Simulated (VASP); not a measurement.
# Run report: TaSi₂, geometry relaxation (part 3 of 4)

TaSi₂ (P6₄22, 9 atoms in the cell); Kohn-Sham DFT of a periodic cell, PBEsol, VASP PAW PBE potentials, recommended, no spin polarisation (VASP 6.6.1); cutoff 600 eV, 9×9×6 k-mesh, Gaussian smearing of 0.1 eV. The structure derives from an entry of the Crystallography Open Database.

Geometry of the input (Å; fractional positions):
```
4.7839  0.0000  0.0000
-2.3920  4.1430  0.0000
0.0000  0.0000  6.5700
Ta 0.5000  0.0000  0.0000
Ta 0.5000  0.5000  0.6667
Ta -0.0000  0.5000  0.3333
Si 0.1590  0.3179  0.0000
Si 0.8410  0.1590  0.6667
Si 0.6821  0.8410  0.3333
Si 0.8410  0.6821  0.0000
Si 0.1590  0.8410  0.6667
Si 0.3179  0.1590  0.3333
```

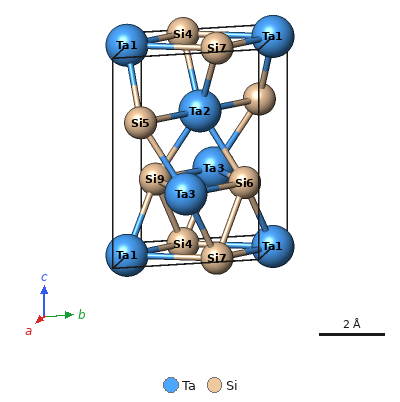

The geometry at step 5 of the log (ball-and-stick view of the cell of the calculation, seen slightly off an axis; atoms are numbered from 1 in the order of the input).

## Parts of OUTCAR, continued
```
 -----------------------------------------------------------------------------------
      0.00000      4.12496      6.56063        -0.000000     -0.000000      0.000000
      1.19077      2.06248      4.37376        -0.000000     -0.000000     -0.000000
     -1.19077      2.06248      2.18688        -0.000000     -0.000000     -0.000000
     -0.00000      1.31312      0.00000        -0.000000      0.006106      0.000000
      3.62590      0.65656      4.37376        -0.005288      0.003053      0.000000
      1.24435      3.46840      2.18688        -0.005288     -0.003053     -0.000000
      2.38155      2.81184      0.00000        -0.000000     -0.006106     -0.000000
     -1.24435      3.46840      4.37376         0.005288     -0.003053     -0.000000
      1.13720      0.65656      2.18688         0.005288      0.003053      0.000000
 -----------------------------------------------------------------------------------
    total drift:                                0.000000     -0.000000     -0.000000

  FREE ENERGIE OF THE ION-ELECTRON SYSTEM (eV)
  ---------------------------------------------------
  free  energy   TOTEN  =       -77.3493751895 eV

  energy  without entropy=      -77.3269806152  energy(sigma->0) =      -77.33817790

--------------------------------------- Ionic step       10  -------------------------------------------

 number of electron      56.9999997 magnetization

 Free energy of the ion-electron system (eV)
  ---------------------------------------------------
  ext. energy  EPLUGINS =         0.00000000
  ---------------------------------------------------
  free energy    TOTEN  =       -77.34938322 eV

  energy without entropy =      -77.32694760  energy(sigma->0) =      -77.33816541

 E-fermi :   9.3803     XC(G=0): -12.1970     alpha+bet :-16.7387

 val. band max:        9.3696837956   @ k =   0.3333   0.1111   0.5000
 cond. band min:       9.3897149952   @ k =   0.3333   0.2222   0.0000
 fundamental gap:      0.0200311996
 Fermi energy:         9.3803325874

 k-point     1 :       0.0000    0.0000    0.0000
  band No.  band energies     occupation
      1     -24.9153      2.00000
      2     -24.9153      2.00000
      3     -24.9117      2.00000
      4     -24.8397      2.00000
      5     -24.8397      2.00000
      6     -24.7454      2.00000
      7     -24.7366      2.00000
      8     -24.7333      2.00000
      9     -24.7333      2.00000
     10      -4.0718      2.00000
     11      -0.7299      2.00000
     12      -0.7299      2.00000
     13       2.7694      2.00000
     14       3.4675      2.00000
     15       3.4675      2.00000
     16       3.4856      2.00000
     17       3.4856      2.00000
     18       4.5845      2.00000
     19       5.4768      2.00000
     20       5.4768      2.00000
     21       5.8637      2.00000
     22       6.8346      2.00000
     23       6.8346      2.00000
     24       6.8526      2.00000
     25       6.8526      2.00000
     26       6.9733      2.00000
     27       7.1628      2.00000
     28       7.1628      2.00000
     29       7.8986      2.00000
     30      10.0743      0.00000
     31      12.3829      0.00000
     32      12.3829      0.00000
     33      12.8827      0.00000
     34      12.9843      0.00000

 k-point     2 :       0.1111    0.0000    0.0000
  band No.  band energies     occupation
      1     -24.9335      2.00000
      2     -24.9179      2.00000
      3     -24.8948      2.00000
      4     -24.8411      2.00000
      5     -24.8382      2.00000
      6     -24.7482      2.00000
      7     -24.7370      2.00000
      8     -24.7360      2.00000
      9     -24.7265      2.00000
     10      -3.9492      2.00000
     11      -0.6540      2.00000
     12      -0.6328      2.00000
     13       2.0065      2.00000
     14       2.6930      2.00000
     15       3.2247      2.00000
     16       4.0458      2.00000
     17       4.2344      2.00000
     18       4.5736      2.00000
     19       5.5017      2.00000
     20       6.0160      2.00000
     21       6.0375      2.00000
     22       6.2334      2.00000
     23       6.5640      2.00000
     24       6.7695      2.00000
     25       6.9140      2.00000
     26       7.1822      2.00000
     27       7.2345      2.00000
     28       7.3985      2.00000
     29       7.8272      2.00000
     30      10.1320      0.00000
     31      12.0395      0.00000
     32      12.2881      0.00000
     33      12.4402      0.00000
     34      12.8303      0.00000

 k-point     3 :       0.2222    0.0000    0.0000
  band No.  band energies     occupation
      1     -24.9508      2.00000
      2     -24.9241      2.00000
      3     -24.8815      2.00000
      4     -24.8448      2.00000
      5     -24.8337      2.00000
      6     -24.7502      2.00000
      7     -24.7428      2.00000
      8     -24.7384      2.00000
      9     -24.7145      2.00000
     10      -3.5903      2.00000
     11      -0.4616      2.00000
     12      -0.3546      2.00000
     13       0.9528      2.00000
     14       2.0227      2.00000
     15       3.1632      2.00000
     16       3.5551      2.00000
     17       4.7498      2.00000
     18       5.2850      2.00000
     19       5.3688      2.00000
     20       5.5776      2.00000
     21       5.7719      2.00000
     22       6.4520      2.00000
     23       6.6456      2.00000
     24       7.1121      2.00000
     25       7.2826      2.00000
     26       7.4238      2.00000
     27       7.4501      2.00000
     28       7.7697      2.00000
     29       7.8016      2.00000
     30       9.8983      0.00000
     31      11.3527      0.00000
     32      11.6806      0.00000
     33      12.3014      0.00000
     34      12.3734      0.00000

 k-point     4 :       0.3333    0.0000    0.0000
  band No.  band energies     occupation
      1     -24.9632      2.00000
      2     -24.9305      2.00000
      3     -24.8748      2.00000
      4     -24.8490      2.00000
      5     -24.8279      2.00000
      6     -24.7500      2.00000
      7     -24.7496      2.00000
      8     -24.7408      2.00000
      9     -24.7036      2.00000
     10      -3.0252      2.00000
     11      -0.4654      2.00000
     12       0.0549      2.00000
     13       0.2244      2.00000
     14       1.5140      2.00000
     15       2.7811      2.00000
     16       3.5236      2.00000
     17       4.3246      2.00000
     18       5.0596      2.00000
     19       5.2712      2.00000
     20       5.3072      2.00000
     21       5.6845      2.00000
     22       6.6447      2.00000
     23       7.0597      2.00000
     24       7.2898      2.00000
     25       7.3176      2.00000
     26       7.8550      2.00000
     27       8.0818      2.00000
     28       8.5105      2.00000
     29       8.6400      2.00000
     30       9.4780      0.16729
     31      10.8893      0.00000
     32      11.2297      0.00000
     33      11.6308      0.00000
     34      12.1606      0.00000

 k-point     5 :       0.4444    0.0000    0.0000
  band No.  band energies     occupation
      1     -24.9696      2.00000
      2     -24.9344      2.00000
      3     -24.8725      2.00000
      4     -24.8517      2.00000
      5     -24.8244      2.00000
      6     -24.7543      2.00000
      7     -24.7472      2.00000
      8     -24.7439      2.00000
      9     -24.6972      2.00000
     10      -2.3461      2.00000
     11      -1.1867      2.00000
     12       0.2842      2.00000
     13       0.4622      2.00000
     14       1.1677      2.00000
     15       2.4960      2.00000
     16       3.5342      2.00000
     17       3.7602      2.00000
     18       4.7543      2.00000
     19       5.0518      2.00000
     20       5.5315      2.00000
     21       5.7823      2.00000
     22       6.6496      2.00000
     23       7.1221      2.00000
     24       7.2379      2.00000
     25       7.2990      2.00000
     26       8.2144      2.00000
     27       8.5760      2.00000
     28       9.2369      1.95745
     29       9.2518      1.93093
     30       9.8858      0.00000
     31      10.6233      0.00000
     32      11.2350      0.00000
     33      11.3515      0.00000
     34      11.7551      0.00000

 [... the levels of 18 k-points are left out ...]

 k-point    24 :       0.3333    0.3333    0.1667
  band No.  band energies     occupation
      1     -24.9679      2.00000
      2     -24.9349      2.00000
      3     -24.9016      2.00000
      4     -24.8313      2.00000
      5     -24.8121      2.00000
      6     -24.7802      2.00000
      7     -24.7466      2.00000
      8     -24.7265      2.00000
      9     -24.6978      2.00000
     10      -1.7038      2.00000
     11      -0.7619      2.00000
     12      -0.6687      2.00000
     13       0.2435      2.00000
     14       1.8052      2.00000
     15       1.9433      2.00000
     16       2.5096      2.00000
     17       3.3771      2.00000
     18       4.2076      2.00000
     19       5.8442      2.00000
     20       6.4688      2.00000
     21       6.6197      2.00000
     22       7.0338      2.00000
     23       7.0833      2.00000
     24       7.1284      2.00000
     25       7.4791      2.00000
     26       7.8758      2.00000
     27       7.9198      2.00000
     28       9.6774      0.00003
     29       9.7864      0.00000
     30       9.9038      0.00000
     31      11.3532      0.00000
     32      11.5209      0.00000
     33      11.6550      0.00000
     34      11.7850      0.00000

 [... further k-points ...]

------------------------ aborting loop because EDIFF is reached ----------------------------------------

  FORCE on cell =-STRESS in cart. coord.  units (eV):
  Direction    XX          YY          ZZ          XY          YZ          ZX
  --------------------------------------------------------------------------------------
  -------------------------------------------------------------------------------------
  Total       -0.0089772     -0.0089772      0.0111348      0.0000000      0.0000000      0.0000000
  in kB       -0.1115799     -0.1115799      0.1383975      0.0000000      0.0000000      0.0000000
  external PRESSURE =      -0.0282541 kB  Pullay stress =       0.0000000 kB

 VOLUME and BASIS-vectors are now :
 -----------------------------------------------------------------------------
  energy-cutoff  :      600.00
  volume of cell :      128.90
      direct lattice vectors                 reciprocal lattice vectors
     4.763169431  0.000000000  0.000000000     0.209944243  0.121211365  0.000000000
    -2.381584715  4.125025730  0.000000000    -0.000000000  0.242422730  0.000000000
     0.000000000 -0.000000000  6.560584929    -0.000000000 -0.000000000  0.152425433

 POSITION                                       TOTAL-FORCE (eV/Angst)
 -----------------------------------------------------------------------------------
      2.38158      0.00000      0.00000         0.000000     -0.000000     -0.000000
      1.19079      2.06251      4.37372         0.000000     -0.000000     -0.000000
     -1.19079      2.06251      2.18686         0.000000     -0.000000     -0.000000
     -0.00000      1.31357      6.56058         0.000000      0.000102      0.000000
      3.62559      0.65678      4.37372        -0.000088      0.000051      0.000000
      1.24400      3.46824      2.18686        -0.000088     -0.000051      0.000000
      2.38158      2.81146      0.00000        -0.000000     -0.000102     -0.000000
     -1.24400      3.46824      4.37372         0.000088     -0.000051      0.000000
      1.13758      0.65678      2.18686         0.000088      0.000051      0.000000
 -----------------------------------------------------------------------------------
    total drift:                                0.000000     -0.000000     -0.000000

  FREE ENERGIE OF THE ION-ELECTRON SYSTEM (eV)
  ---------------------------------------------------
  free  energy   TOTEN  =       -77.3493832166 eV

  energy  without entropy=      -77.3269475960  energy(sigma->0) =      -77.33816541

 reached required accuracy - stopping structural energy minimisation
```

## CONTCAR
```
TaSi2
   1.00000000000000
     4.7631694308292492    0.0000000000000000    0.0000000000000000
    -2.3815847154146246    4.1250257296627559    0.0000000000000000
     0.0000000000000000   -0.0000000000000000    6.5605849292419709
  Ta              Si
     3     6
Direct
     0.5000000000000000    0.0000000000000000    0.0000000000000000
     0.5000000000000000    0.5000000000000000    0.6666666667000030
     0.0000000000000000    0.5000000000000000    0.3333333332999970
     0.1592194425921453    0.3184388851842977    1.0000000000000000
     0.8407805574078548    0.1592194425921453    0.6666666667000030
     0.6815611148157023    0.8407805574078548    0.3333333332999970
     0.8407805574078548    0.6815611148157023    0.0000000000000000
     0.1592194425921453    0.8407805574078548    0.6666666667000030
     0.3184388851842977    0.1592194425921453    0.3333333332999970

  0.00000000E+00  0.00000000E+00  0.00000000E+00
  0.00000000E+00  0.00000000E+00  0.00000000E+00
  0.00000000E+00  0.00000000E+00  0.00000000E+00
  0.00000000E+00  0.00000000E+00  0.00000000E+00
  0.00000000E+00  0.00000000E+00  0.00000000E+00
  0.00000000E+00  0.00000000E+00  0.00000000E+00
  0.00000000E+00  0.00000000E+00  0.00000000E+00
  0.00000000E+00  0.00000000E+00  0.00000000E+00
  0.00000000E+00  0.00000000E+00  0.00000000E+00
```

## Trajectory as extended XYZ (Å, eV, eV/Å), 10 frames, from step=0 to step=9
```
9
Lattice="4.7839 0.0000 0.0000 -2.3920 4.1430 0.0000 0.0000 0.0000 6.5700" Properties=species:S:1:pos:R:3:forces:R:3 step=0 energy=-77.34092
Ta    2.3920    0.0000    0.0000    0.0000   0.0000   0.0000
Ta    1.1960    2.0715    4.3800    0.0000   0.0000   0.0000
Ta   -1.1960    2.0715    2.1900    0.0000   0.0000   0.0000
Si    0.0000    1.3172    0.0000    0.0000   0.0201   0.0000
Si    3.6432    0.6586    4.3800   -0.0174   0.0101   0.0000
Si    1.2512    3.4844    2.1900   -0.0174  -0.0101   0.0000
Si    2.3920    2.8258    0.0000    0.0000  -0.0201   0.0000
Si   -1.2512    3.4844    4.3800    0.0174  -0.0101   0.0000
Si    1.1407    0.6586    2.1900    0.0174   0.0101   0.0000
9
Lattice="4.7406 -0.0000 0.0000 -2.3703 4.1055 0.0000 0.0000 0.0000 6.5262" Properties=species:S:1:pos:R:3:forces:R:3 step=1 energy=-77.33168
Ta    2.3703    0.0000    0.0000    0.0000   0.0000   0.0000
Ta    1.1851    2.0527    4.3508    0.0000   0.0000   0.0000
Ta    3.5554    2.0527    2.1754    0.0000   0.0000   0.0000
Si    0.0000    1.3063    0.0000    0.0000   0.0135   0.0000
Si    3.6093    0.6531    4.3508   -0.0117   0.0068   0.0000
Si    1.2390    3.4523    2.1754   -0.0117  -0.0068   0.0000
Si    2.3703    2.7992    0.0000    0.0000  -0.0135   0.0000
Si   -1.2390    3.4523    4.3508    0.0117  -0.0068   0.0000
Si    1.1313    0.6531    2.1754    0.0117   0.0068   0.0000
9
Lattice="4.7662 -0.0000 0.0000 -2.3831 4.1277 0.0000 0.0000 0.0000 6.5521" Properties=species:S:1:pos:R:3:forces:R:3 step=2 energy=-77.34896
Ta    2.3831    0.0000    0.0000    0.0000   0.0000   0.0000
Ta    1.1916    2.0638    4.3681    0.0000   0.0000   0.0000
Ta   -1.1916    2.0638    2.1840    0.0000   0.0000   0.0000
Si    0.0000    1.3127    0.0000    0.0000   0.0174   0.0000
Si    3.6293    0.6564    4.3681   -0.0150   0.0087   0.0000
Si    1.2462    3.4713    2.1840   -0.0150  -0.0087   0.0000
Si    2.3831    2.8149    0.0000    0.0000  -0.0174   0.0000
Si   -1.2462    3.4713    4.3681    0.0150  -0.0087   0.0000
Si    1.1369    0.6564    2.1840    0.0150   0.0087   0.0000
9
Lattice="4.7623 0.0000 0.0000 -2.3811 4.1242 -0.0000 0.0000 0.0000 6.5626" Properties=species:S:1:pos:R:3:forces:R:3 step=3 energy=-77.34932
Ta    2.3811    0.0000    6.5626    0.0000   0.0000   0.0000
Ta    1.1906    2.0621    4.3751    0.0000   0.0000   0.0000
Ta    3.5717    2.0621    2.1875    0.0000   0.0000   0.0000
Si    0.0000    1.3124    6.5626    0.0000   0.0143   0.0000
Si    3.6257    0.6562    4.3751   -0.0124   0.0072   0.0000
Si    1.2445    3.4680    2.1875   -0.0124  -0.0072   0.0000
Si    2.3811    2.8118    6.5626    0.0000  -0.0143   0.0000
Si   -1.2445    3.4680    4.3751    0.0124  -0.0072   0.0000
Si    1.1366    0.6562    2.1875    0.0124   0.0072   0.0000
9
Lattice="4.7628 0.0000 0.0000 -2.3814 4.1247 -0.0000 0.0000 0.0000 6.5613" Properties=species:S:1:pos:R:3:forces:R:3 step=4 energy=-77.34934
Ta    2.3814    0.0000    0.0000    0.0000   0.0000   0.0000
Ta    1.1907    2.0623    4.3742    0.0000   0.0000   0.0000
Ta   -1.1907    2.0623    2.1871    0.0000   0.0000   0.0000
Si    0.0000    1.3125    0.0000    0.0000   0.0149   0.0000
Si    3.6261    0.6562    4.3742   -0.0129   0.0075   0.0000
Si    1.2448    3.4684    2.1871   -0.0129  -0.0075   0.0000
Si    2.3814    2.8122    0.0000    0.0000  -0.0149   0.0000
Si   -1.2448    3.4684    4.3742    0.0129  -0.0075   0.0000
Si    1.1366    0.6562    2.1871    0.0129   0.0075   0.0000
9
Lattice="4.7629 0.0000 0.0000 -2.3814 4.1248 -0.0000 0.0000 0.0000 6.5610" Properties=species:S:1:pos:R:3:forces:R:3 step=5 energy=-77.34934
Ta    2.3814    0.0000    0.0000    0.0000   0.0000   0.0000
Ta    1.1907    2.0624    4.3740    0.0000   0.0000   0.0000
Ta   -1.1907    2.0624    2.1870    0.0000   0.0000   0.0000
Si    0.0000    1.3125    6.5610    0.0000   0.0150   0.0000
Si    3.6263    0.6562    4.3740   -0.0130   0.0075   0.0000
Si    1.2448    3.4685    2.1870   -0.0130  -0.0075   0.0000
Si    2.3814    2.8123    0.0000    0.0000  -0.0150   0.0000
Si   -1.2448    3.4685    4.3740    0.0130  -0.0075   0.0000
Si    1.1366    0.6562    2.1870    0.0130   0.0075   0.0000
9
Lattice="4.7640 0.0000 0.0000 -2.3820 4.1258 -0.0000 0.0000 0.0000 6.5579" Properties=species:S:1:pos:R:3:forces:R:3 step=6 energy=-77.34929
Ta    2.3820    0.0000    0.0000    0.0000   0.0000   0.0000
Ta    1.1910    2.0629    4.3720    0.0000   0.0000   0.0000
Ta   -1.1910    2.0629    2.1860    0.0000   0.0000   0.0000
Si    0.0000    1.3126    0.0000    0.0000   0.0159   0.0000
Si    3.6273    0.6563    4.3720   -0.0137   0.0079   0.0000
Si    1.2453    3.4695    2.1860   -0.0137  -0.0079   0.0000
Si    2.3820    2.8132    0.0000    0.0000  -0.0159   0.0000
Si   -1.2453    3.4695    4.3720    0.0137  -0.0079   0.0000
Si    1.1367    0.6563    2.1860    0.0137   0.0079   0.0000
9
Lattice="4.7630 0.0000 0.0000 -2.3815 4.1249 -0.0000 0.0000 0.0000 6.5607" Properties=species:S:1:pos:R:3:forces:R:3 step=7 energy=-77.34934
Ta    2.3815    0.0000    0.0000    0.0000   0.0000   0.0000
Ta    1.1907    2.0624    4.3738    0.0000   0.0000   0.0000
Ta   -1.1907    2.0624    2.1869    0.0000   0.0000   0.0000
Si    0.0000    1.3125    0.0000    0.0000   0.0148   0.0000
Si    3.6263    0.6562    4.3738   -0.0128   0.0074   0.0000
Si    1.2449    3.4686    2.1869   -0.0128  -0.0074   0.0000
Si    2.3815    2.8124    0.0000    0.0000  -0.0148   0.0000
Si   -1.2449    3.4686    4.3738    0.0128  -0.0074   0.0000
Si    1.1366    0.6562    2.1869    0.0128   0.0074   0.0000
9
Lattice="4.7631 0.0000 0.0000 -2.3815 4.1250 0.0000 0.0000 -0.0000 6.5606" Properties=species:S:1:pos:R:3:forces:R:3 step=8 energy=-77.34938
Ta    0.0000    4.1250    6.5606    0.0000   0.0000   0.0000
Ta    1.1908    2.0625    4.3738    0.0000   0.0000   0.0000
Ta   -1.1908    2.0625    2.1869    0.0000   0.0000   0.0000
Si    0.0000    1.3131    0.0000    0.0000   0.0061   0.0000
Si    3.6259    0.6566    4.3738   -0.0053   0.0031   0.0000
Si    1.2444    3.4684    2.1869   -0.0053  -0.0031   0.0000
Si    2.3815    2.8118    0.0000    0.0000  -0.0061   0.0000
Si   -1.2444    3.4684    4.3738    0.0053  -0.0031   0.0000
Si    1.1372    0.6566    2.1869    0.0053   0.0031   0.0000
9
Lattice="4.7632 0.0000 0.0000 -2.3816 4.1250 0.0000 0.0000 -0.0000 6.5606" Properties=species:S:1:pos:R:3:forces:R:3 step=9 energy=-77.34938
Ta    2.3816    0.0000    0.0000    0.0000   0.0000   0.0000
Ta    1.1908    2.0625    4.3737    0.0000   0.0000   0.0000
Ta   -1.1908    2.0625    2.1869    0.0000   0.0000   0.0000
Si    0.0000    1.3136    6.5606    0.0000   0.0001   0.0000
Si    3.6256    0.6568    4.3737   -0.0001   0.0001   0.0000
Si    1.2440    3.4682    2.1869   -0.0001  -0.0001   0.0000
Si    2.3816    2.8115    0.0000    0.0000  -0.0001   0.0000
Si   -1.2440    3.4682    4.3737    0.0001  -0.0001   0.0000
Si    1.1376    0.6568    2.1869    0.0001   0.0001   0.0000
```
